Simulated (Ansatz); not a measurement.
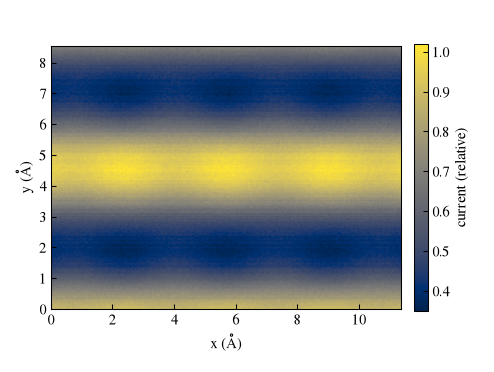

Simulated STM image (constant-height image 4.0 Å above the topmost atom, sample bias −1.00 V). Noise was added.

Tersoff–Hamann simulation (s-wave tip); biases are sample biases. Bias windows are sharp sums over the levels of the k mesh.

> What is the lattice of this pattern?

The pattern repeats on a rectangular lattice with shortest vectors of 3.3 Å and 5.2 Å at 90°, a cell of 17.3 Å², with 1 maximum above 60 % of the range in each cell.

The surface:

SiNi(001) (Pnma bulk, 8 atomic planes (those closer than 0.6 Å count as one), 10 Å, SiNi-terminated). The brightest spots lie over the top Ni atoms; the darkest points are over the Si atoms 1.2 Å below the top plane.

These are results of DFT PBE, scalar-relativistic, plane waves, PAW in Ansatz 0.2.0, not measurements. Cutoff 420 eV, 18 × 12 k-points, Gaussian smearing 0.1 eV, dipole correction. The slab is a cut without reconstruction beyond its cell, at the source's lattice constants, with its lower half held fixed and the rest relaxed. No spin polarisation (the relaxation was started with spin and lost its moment; a magnetic state may still lie lower). The run couldn't confirm all of its levels under its output density. The run warns that the functional's potential is rough in the thin density of the vacuum, where the tip is; weak contrasts and barriers may feel it.
